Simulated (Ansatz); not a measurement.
Run report: MoTe2, geometry relaxation (part 2 of 2)

MoTe2 (slab, 3 atoms in the cell); DFT PBE+D3(BJ), scalar-relativistic, plane waves, PAW, no spin polarisation (Ansatz 0.2.0); cutoff 420 eV, 12×12×1 k-mesh, Gaussian smearing of 0.02 eV. The structure derives from an entry of the Crystallography Open Database. It belongs to a series of runs on one base structure; here: biaxial strain +0.070, atoms relaxed.

Geometry of the input (Å; fractional positions):
```
3.7492  0.0000  0.0000
-1.8746  3.2469  0.0000
0.0000  0.0000  33.2702
Te 0.3333  0.6667  0.4454
Mo 0.6667  0.3333  0.5000
Te 0.3333  0.6667  0.5546
```

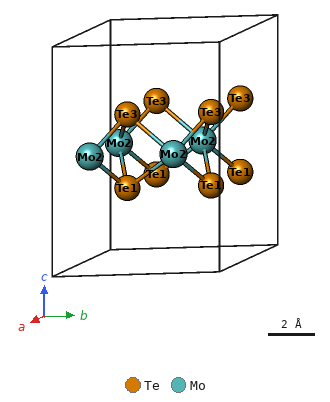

*The geometry at step 2 of the log (ball-and-stick view of the 2 × 2 repeat of the cell, with the vacuum cut short, seen slightly off an axis; atoms are numbered from 1 in the order of the input).*

The program's output, continued
```
relax step   3: F+E_penalty+E_count = -18917.60618703 eV  Δ(F+E_penalty+E_count) = +6.223e-2 eV  max|allowed force component| = 9.728e-2 eV/Å  Δτ_max = 0.0523 Å  (8 SCF iters, rejected (line search))
SCF iter   1: F=—  HF=-18917.650496 eV  |F-HF|=—  |Δ(HF+E_count)|=         —  Δρ=8.33e-4  dr2=4.52e-3  ethr=9.42e-5  ⟨swp⟩=4.5  Hψ=1258  notcnv=0  defer=19
preconditioner: auto → Resta (q_TF=auto, 1.899 Å⁻¹)  ε∞=2.4  [insulator: Δε(μ)=0.774 eV  Ē_g=6.696 eV  σ=0.020 eV  W_gap=1.00  n_scr=20 (ndim 8)  ℏωp=7.8 eV  f_vac=0.766  D(μ)=0.00/eV (n_scr^D=0)  ε∞_Penn≈2.4  vacuum switching on, ρ_ref=3.3e-3 e/Å³]
SCF iter   2: F=—  HF=-18917.650987 eV  |F-HF|=—  |Δ(HF+E_count)|=   4.91e-4  Δρ=9.28e-4  dr2=1.07e-2  ethr=9.83e-6  ⟨swp⟩=3.4  Hψ=1082  notcnv=0  defer=19  recentre
SCF iter   3: F=—  HF=-18917.649952 eV  |F-HF|=—  |Δ(HF+E_count)|=   1.04e-3  Δρ=4.19e-4  dr2=8.64e-4  ethr=9.83e-6  ⟨swp⟩=2.8  Hψ=776  notcnv=0  defer=19
SCF iter   4: F=—  HF=-18917.649854 eV  |F-HF|=—  |Δ(HF+E_count)|=   9.82e-5  Δρ=7.21e-5  dr2=1.17e-5  ethr=1.88e-6  ⟨swp⟩=3.1  Hψ=781  notcnv=0  defer=19
SCF iter   5: F=—  HF=-18917.649845 eV  |F-HF|=—  |Δ(HF+E_count)|=   8.93e-6  Δρ=1.75e-5  dr2=1.47e-6  ethr=2.53e-8  ⟨swp⟩=3.8  Hψ=1168  notcnv=0  defer=19
SCF iter   6: F=—  HF=-18917.649845 eV  |F-HF|=—  |Δ(HF+E_count)|=   1.90e-7  Δρ=5.33e-6  dr2=2.68e-7  ethr=3.19e-9  ⟨swp⟩=3.7  Hψ=1003  notcnv=0  defer=19
SCF iter   7: F=-18917.649845 eV  HF=-18917.649845 eV  |F-HF|=1.05e-8  |Δ(HF+E_count)|=   1.24e-8  Δρ=1.00e-6  dr2=7.92e-9  ethr=2.17e-10  ⟨swp⟩=23.7  Hψ=4950  notcnv=0
WARN: dispersion: an atom stands within reach of a switch of its C6 between two reference coordination numbers of its element: through that C6 alone, e_disp changes by 0.025 eV or more while the distances to its neighbours run over a stretch of 0.05 Å that contains this geometry (sites counted from 0 in the run's list of atoms or, in a supercell that it derives, in that cell's: here a list of 3) — site 1 (Mo): coordination number 6.495 (about 6.25 to 6.74 with every neighbour 0.05 Å farther or nearer), switch near 6.499 between the references 1.942 (weight 0.56) and 11.056 (weight 0.44), e_disp changing by some 0.15 eV. This is how the published method behaves, and the energy and the forces stay consistent. Where you compare this geometry's total energy with another's, compare their components.e_disp too, and, where the geometries are yours to choose, keep both on one side of the switch, which a site's coordination number tells: a relaxation that ends in reach of it can search the other side under relax.adjacent_minimum: search, except where no move that the cell, the constraints and the symmetry allow carries the atom there
SCF 4 converged in 7 iterations: F = -18917.649845 eV  dr2 = 7.92e-9
relax step   4: F+E_penalty+E_count = -18917.64984507 eV  Δ(F+E_penalty+E_count) = +1.857e-2 eV  max|allowed force component| = 1.350e0 eV/Å  Δτ_max = 0.0255 Å  (7 SCF iters, rejected (line search))
SCF iter   1: F=—  HF=-18917.674849 eV  |F-HF|=—  |Δ(HF+E_count)|=         —  Δρ=5.37e-4  dr2=1.93e-3  ethr=4.16e-5  ⟨swp⟩=3.9  Hψ=1153  notcnv=0  defer=19
preconditioner: auto → Resta (q_TF=auto, 1.899 Å⁻¹)  ε∞=2.4  [insulator: Δε(μ)=0.785 eV  Ē_g=6.650 eV  σ=0.020 eV  W_gap=1.00  n_scr=20 (ndim 8)  ℏωp=7.8 eV  f_vac=0.765  D(μ)=0.00/eV (n_scr^D=0)  ε∞_Penn≈2.4  vacuum switching on, ρ_ref=3.2e-3 e/Å³]
SCF iter   2: F=—  HF=-18917.675081 eV  |F-HF|=—  |Δ(HF+E_count)|=   2.31e-4  Δρ=6.17e-4  dr2=4.76e-3  ethr=4.19e-6  ⟨swp⟩=3.3  Hψ=1059  notcnv=0  defer=19  recentre
SCF iter   3: F=—  HF=-18917.674630 eV  |F-HF|=—  |Δ(HF+E_count)|=   4.50e-4  Δρ=2.75e-4  dr2=3.87e-4  ethr=4.19e-6  ⟨swp⟩=2.7  Hψ=767  notcnv=0  defer=19
SCF iter   4: F=—  HF=-18917.674588 eV  |F-HF|=—  |Δ(HF+E_count)|=   4.20e-5  Δρ=4.93e-5  dr2=7.86e-6  ethr=8.42e-7  ⟨swp⟩=2.9  Hψ=761  notcnv=0  defer=19
SCF iter   5: F=—  HF=-18917.674560 eV  |F-HF|=—  |Δ(HF+E_count)|=   2.86e-5  Δρ=1.34e-5  dr2=1.38e-6  ethr=1.71e-8  ⟨swp⟩=3.9  Hψ=1093  notcnv=0  defer=19
SCF iter   6: F=-18917.674560 eV  HF=-18917.674560 eV  |F-HF|=8.59e-9  |Δ(HF+E_count)|=   2.82e-8  Δρ=2.99e-6  dr2=6.27e-8  ethr=2.17e-10  ⟨swp⟩=22.8  Hψ=5691  notcnv=0
WARN: dispersion: an atom stands within reach of a switch of its C6 between two reference coordination numbers of its element: through that C6 alone, e_disp changes by 0.025 eV or more while the distances to its neighbours run over a stretch of 0.05 Å that contains this geometry (sites counted from 0 in the run's list of atoms or, in a supercell that it derives, in that cell's: here a list of 3) — site 1 (Mo): coordination number 6.469 (about 6.21 to 6.72 with every neighbour 0.05 Å farther or nearer), switch near 6.499 between the references 1.942 (weight 0.90) and 11.056 (weight 0.10), e_disp changing by some 0.15 eV. This is how the published method behaves, and the energy and the forces stay consistent. Where you compare this geometry's total energy with another's, compare their components.e_disp too, and, where the geometries are yours to choose, keep both on one side of the switch, which a site's coordination number tells: a relaxation that ends in reach of it can search the other side under relax.adjacent_minimum: search, except where no move that the cell, the constraints and the symmetry allow carries the atom there
SCF 5 converged in 6 iterations: F = -18917.674560 eV  dr2 = 6.27e-8
relax step   5: F+E_penalty+E_count = -18917.67455970 eV  Δ(F+E_penalty+E_count) = -6.140e-3 eV  max|allowed force component| = 9.026e-2 eV/Å  Δτ_max = 0.0081 Å  (6 SCF iters, accepted)
SCF iter   1: F=—  HF=-18917.674543 eV  |F-HF|=—  |Δ(HF+E_count)|=         —  Δρ=7.02e-5  dr2=3.31e-5  ethr=6.94e-7  ⟨swp⟩=2.0  Hψ=1041  notcnv=0  defer=19
preconditioner: auto → Resta (q_TF=auto, 1.899 Å⁻¹)  ε∞=2.4  [insulator: Δε(μ)=0.777 eV  Ē_g=6.647 eV  σ=0.020 eV  W_gap=1.00  n_scr=20 (ndim 8)  ℏωp=7.8 eV  f_vac=0.765  D(μ)=0.00/eV (n_scr^D=0)  ε∞_Penn≈2.4  vacuum switching on, ρ_ref=3.2e-3 e/Å³]
SCF iter   2: F=—  HF=-18917.674535 eV  |F-HF|=—  |Δ(HF+E_count)|=   7.42e-6  Δρ=8.01e-5  dr2=8.00e-5  ethr=7.20e-8  ⟨swp⟩=3.3  Hψ=940  notcnv=0  defer=19
SCF iter   3: F=—  HF=-18917.674528 eV  |F-HF|=—  |Δ(HF+E_count)|=   7.96e-6  Δρ=2.55e-5  dr2=4.37e-6  ethr=7.20e-8  ⟨swp⟩=2.7  Hψ=677  notcnv=0  defer=19
SCF iter   4: F=-18917.674527 eV  HF=-18917.674527 eV  |F-HF|=2.33e-8  |Δ(HF+E_count)|=   4.54e-7  Δρ=6.28e-6  dr2=1.16e-7  ethr=1.11e-9  ⟨swp⟩=19.9  Hψ=5564  notcnv=0
WARN: dispersion: an atom stands within reach of a switch of its C6 between two reference coordination numbers of its element: through that C6 alone, e_disp changes by 0.025 eV or more while the distances to its neighbours run over a stretch of 0.05 Å that contains this geometry (sites counted from 0 in the run's list of atoms or, in a supercell that it derives, in that cell's: here a list of 3) — site 1 (Mo): coordination number 6.472 (about 6.22 to 6.73 with every neighbour 0.05 Å farther or nearer), switch near 6.499 between the references 1.942 (weight 0.87) and 11.056 (weight 0.13), e_disp changing by some 0.15 eV. This is how the published method behaves, and the energy and the forces stay consistent. Where you compare this geometry's total energy with another's, compare their components.e_disp too, and, where the geometries are yours to choose, keep both on one side of the switch, which a site's coordination number tells: a relaxation that ends in reach of it can search the other side under relax.adjacent_minimum: search, except where no move that the cell, the constraints and the symmetry allow carries the atom there
SCF 6 converged in 4 iterations: F = -18917.674527 eV  dr2 = 1.16e-7
relax step   6: F+E_penalty+E_count = -18917.67452703 eV  Δ(F+E_penalty+E_count) = +3.267e-5 eV  max|allowed force component| = 1.079e-1 eV/Å  Δτ_max = 0.0022 Å  (4 SCF iters, dr2 threshold 5.09e-7 eV, rejected (line search))
SCF iter   1: F=—  HF=-18917.674668 eV  |F-HF|=—  |Δ(HF+E_count)|=         —  Δρ=3.07e-5  dr2=7.02e-6  ethr=1.92e-7  ⟨swp⟩=2.0  Hψ=1023  notcnv=0  defer=19
preconditioner: auto → Resta (q_TF=auto, 1.899 Å⁻¹)  ε∞=2.4  [insulator: Δε(μ)=0.779 eV  Ē_g=6.645 eV  σ=0.020 eV  W_gap=1.00  n_scr=20 (ndim 8)  ℏωp=7.8 eV  f_vac=0.765  D(μ)=0.00/eV (n_scr^D=0)  ε∞_Penn≈2.4  vacuum switching on, ρ_ref=3.2e-3 e/Å³]
SCF iter   2: F=—  HF=-18917.674657 eV  |F-HF|=—  |Δ(HF+E_count)|=   1.14e-5  Δρ=3.75e-5  dr2=1.80e-5  ethr=1.53e-8  ⟨swp⟩=3.4  Hψ=960  notcnv=0  defer=19
SCF iter   3: F=—  HF=-18917.674655 eV  |F-HF|=—  |Δ(HF+E_count)|=   1.82e-6  Δρ=9.90e-6  dr2=6.62e-7  ethr=1.53e-8  ⟨swp⟩=2.6  Hψ=674  notcnv=0  defer=19
SCF iter   4: F=-18917.674655 eV  HF=-18917.674655 eV  |F-HF|=9.13e-10  |Δ(HF+E_count)|=   7.82e-8  Δρ=2.40e-6  dr2=1.64e-8  ethr=2.17e-10  ⟨swp⟩=18.5  Hψ=5406  notcnv=0
WARN: dispersion: an atom stands within reach of a switch of its C6 between two reference coordination numbers of its element: through that C6 alone, e_disp changes by 0.025 eV or more while the distances to its neighbours run over a stretch of 0.05 Å that contains this geometry (sites counted from 0 in the run's list of atoms or, in a supercell that it derives, in that cell's: here a list of 3) — site 1 (Mo): coordination number 6.470 (about 6.22 to 6.73 with every neighbour 0.05 Å farther or nearer), switch near 6.499 between the references 1.942 (weight 0.89) and 11.056 (weight 0.11), e_disp changing by some 0.15 eV. This is how the published method behaves, and the energy and the forces stay consistent. Where you compare this geometry's total energy with another's, compare their components.e_disp too, and, where the geometries are yours to choose, keep both on one side of the switch, which a site's coordination number tells: a relaxation that ends in reach of it can search the other side under relax.adjacent_minimum: search, except where no move that the cell, the constraints and the symmetry allow carries the atom there
SCF 7 converged in 4 iterations: F = -18917.674655 eV  dr2 = 1.64e-8
relax step   7: F+E_penalty+E_count = -18917.67465512 eV  Δ(F+E_penalty+E_count) = -9.542e-5 eV  max|allowed force component| = 3.095e-3 eV/Å  Δτ_max = 0.0011 Å  (4 SCF iters, accepted)
NSCF: frozen V_eff on 25 k-points
SCF converged after 4 iterations
Free energy (F): -18917.674655 eV
Harris-Foulkes:  -18917.674655 eV  (|F-HF|=9.13e-10)
Internal energy: -18917.674655 eV  (E = F + TS)
E sigma→0 (E₀):  -18917.674655 eV
Fermi energy:    -4.609297 eV
--- Per-component energies (eV) ---
  E_band       = -1360.369292
  E_kinetic    = 796.538397
  E_local      = -105495.439283  (includes V_loc(G=0)·N_el)
  E_nonlocal   = -476.736036
  E_hartree    = 52576.708582
  E_xc         = -429.123940
  E_vxc        = -433.311272  (∫ρ·V_xc dr)
  E_paw        = -12526.594911  (= ΣΔE_a)
  E_vpaw       = -904.828636  (= ΣTr[D̂ρ^β])
  E_aug_tail   = -0.000329  (compensation charges beyond the density's cutoff)
  E_ewald      = 46638.158598
  E_disp       = -1.185733  (pairwise vdW)
  E_smearing   = -0.000000  (= −TS)
  E_closure    = -0.000000  (closes the sum)
  Σ components = -18917.674655   (vs F -18917.674655, Δ=0.00e0)
--- Forces (eV/Å), atoms counted from 1 ---
  atom   1  Te    -0.00000000     0.00000000    -0.00309533
  atom   2  Mo     0.00000000    -0.00000000     0.00000000
  atom   3  Te    -0.00000000     0.00000000     0.00309533
  max |Σ_I F_I| component: 2.31e-18 eV/Å
--- 2D stress c σ (N/m, compression-positive) ---
        3.505860       0.000000       0.000000
        0.000000       3.505860       0.000000
        0.000000       0.000000       0.000000
  P = ½ c Tr σ = 3.5059 N/m
--- Band table (eV; the first three rows and the last of 19) ---
  k-point 0: bands = ["-65.8210", "-41.3971", "-41.3971", "-41.3898", "-41.3898", "-41.3406", "-41.3406", "-41.3322", "-41.3322", "-41.3183", "-41.3103", "-39.8659", "-39.8536", "-39.8536", "-16.8961", "-16.0262", "-9.3754", "-6.6405", "-6.6405", "-6.2278", "-5.9329", "-5.9329", "-5.0994", "-2.4726", "-2.4726", "-2.2515", "-2.2515", "-0.8103"]
  k-point 1: bands = ["-65.8207", "-41.3966", "-41.3963", "-41.3903", "-41.3892", "-41.3409", "-41.3406", "-41.3332", "-41.3323", "-41.3181", "-41.3100", "-39.8636", "-39.8583", "-39.8544", "-16.8227", "-15.9761", "-9.2896", "-6.8307", "-6.5807", "-6.5073", "-6.0397", "-5.7415", "-5.1331", "-2.7723", "-2.6428", "-2.4068", "-2.3907", "-0.6052"]
  k-point 2: bands = ["-65.8201", "-41.3952", "-41.3940", "-41.3919", "-41.3874", "-41.3419", "-41.3406", "-41.3357", "-41.3325", "-41.3174", "-41.3090", "-39.8711", "-39.8575", "-39.8567", "-16.6114", "-15.8325", "-9.0513", "-7.3396", "-6.9513", "-6.4112", "-6.3023", "-5.6911", "-5.2712", "-3.2206", "-3.1346", "-2.7788", "-2.2034", "-0.2760"]
  k-point 18: bands = ["-65.8171", "-41.3963", "-41.3867", "-41.3843", "-41.3840", "-41.3516", "-41.3439", "-41.3357", "-41.3347", "-41.3149", "-41.3046", "-39.9126", "-39.8870", "-39.8283", "-15.2766", "-14.9434", "-8.8411", "-8.8020", "-8.2548", "-7.7652", "-7.4725", "-6.4578", "-4.9988", "-4.2198", "-3.0172", "-2.9107", "-1.6149", "-0.1176"]
--- Relaxed structure (7 steps of the walk, 3 accepted, 0 SCFs on fresh bases) ---
  F+E_penalty+E_count = -18917.67465512 eV   max|allowed force component| = 3.095e-3 eV/Å
  cell:  # Å, volume = 405.0001 Å³
    - [3.749164647173602, 0.0, 0.0]
    - [-1.874582323586801, 3.2468718274228614, 0.0]
    - [0.0, 0.0, 33.2702079551]
  atoms:
    - { symbol: Te, position: [0.3333333333333333, 0.6666666666666666, 0.44566251471430857] }
    - { symbol: Mo, position: [0.6666666666666666, 0.3333333333333333, 0.5] }
    - { symbol: Te, position: [0.3333333333333333, 0.6666666666666666, 0.5543374852856916] }
```

Trajectory as extended XYZ (Å, eV, eV/Å), 7 frames, from step=1 to step=7
```
3
Lattice="3.7492 0.0000 0.0000 -1.8746 3.2469 0.0000 0.0000 0.0000 33.2702" Properties=species:S:1:pos:R:3:forces:R:3 step=1 energy=-18917.66842
Te    0.0000    2.1646   14.8181    0.0000   0.0000   0.6268
Mo    1.8746    1.0823   16.6351    0.0000   0.0000   0.0000
Te    0.0000    2.1646   18.4521    0.0000   0.0000  -0.6268
3
Lattice="3.7492 0.0000 0.0000 -1.8746 3.2469 0.0000 0.0000 0.0000 33.2702" Properties=species:S:1:pos:R:3:forces:R:3 step=2 energy=-18917.49174 accepted=F
Te    0.0000    2.1646   14.9913    0.0000   0.0000  -1.3552
Mo    1.8746    1.0823   16.6351    0.0000   0.0000   0.0000
Te    0.0000    2.1646   18.2789    0.0000   0.0000   1.3552
3
Lattice="3.7492 0.0000 0.0000 -1.8746 3.2469 0.0000 0.0000 0.0000 33.2702" Properties=species:S:1:pos:R:3:forces:R:3 step=3 energy=-18917.60619 accepted=F
Te    0.0000    2.1646   14.8705    0.0000   0.0000  -0.0973
Mo    1.8746    1.0823   16.6351    0.0000   0.0000   0.0000
Te    0.0000    2.1646   18.3997    0.0000   0.0000   0.0973
3
Lattice="3.7492 0.0000 0.0000 -1.8746 3.2469 0.0000 0.0000 0.0000 33.2702" Properties=species:S:1:pos:R:3:forces:R:3 step=4 energy=-18917.64984 accepted=F
Te    0.0000    2.1646   14.8437    0.0000   0.0000  -1.3496
Mo    1.8746    1.0823   16.6351    0.0000   0.0000   0.0000
Te    0.0000    2.1646   18.4265    0.0000   0.0000   1.3496
3
Lattice="3.7492 0.0000 0.0000 -1.8746 3.2469 0.0000 0.0000 0.0000 33.2702" Properties=species:S:1:pos:R:3:forces:R:3 step=5 energy=-18917.67456
Te    0.0000    2.1646   14.8262    0.0000   0.0000   0.0903
Mo    1.8746    1.0823   16.6351    0.0000   0.0000   0.0000
Te    0.0000    2.1646   18.4440    0.0000   0.0000  -0.0903
3
Lattice="3.7492 0.0000 0.0000 -1.8746 3.2469 0.0000 0.0000 0.0000 33.2702" Properties=species:S:1:pos:R:3:forces:R:3 step=6 energy=-18917.67453 accepted=F
Te    0.0000    2.1646   14.8284    0.0000   0.0000  -0.1079
Mo    1.8746    1.0823   16.6351    0.0000   0.0000   0.0000
Te    0.0000    2.1646   18.4418    0.0000   0.0000   0.1079
3
Lattice="3.7492 0.0000 0.0000 -1.8746 3.2469 0.0000 0.0000 0.0000 33.2702" Properties=species:S:1:pos:R:3:forces:R:3 step=7 energy=-18917.67465
Te    0.0000    2.1646   14.8273    0.0000   0.0000  -0.0031
Mo    1.8746    1.0823   16.6351    0.0000   0.0000   0.0000
Te    0.0000    2.1646   18.4429    0.0000   0.0000   0.0031
```

Summary

| quantity | value |
| --- | --- |
| outcome | converged |
| electrons treated | 46 |
| free energy | −18917.6747 eV |
| work function, top face | 4.61 eV |
| work function, bottom face | 4.61 eV |
| Fermi energy | −4.609 eV |
| gap on the k-point mesh | 0.78 eV |
| gap on the band path | 0.78 eV |
| final volume | 405.00 Å³ |
| work function (upper face) | 4.61 eV |
| largest force (length of the vector) at the end | 0.003 eV/Å |
| hardware | 2 threads of Intel Xeon @ 2.50GHz (Skylake/Cascade Lake), 32 GiB of memory available, shared host |
| wall time | 2 min (CPU time 3.9 min) |
| peak memory | 0.74 GiB |

Notes on the run: the SCF threshold is looser than advised for the printed stress. Spin-orbit coupling is left out, which matters for Te.
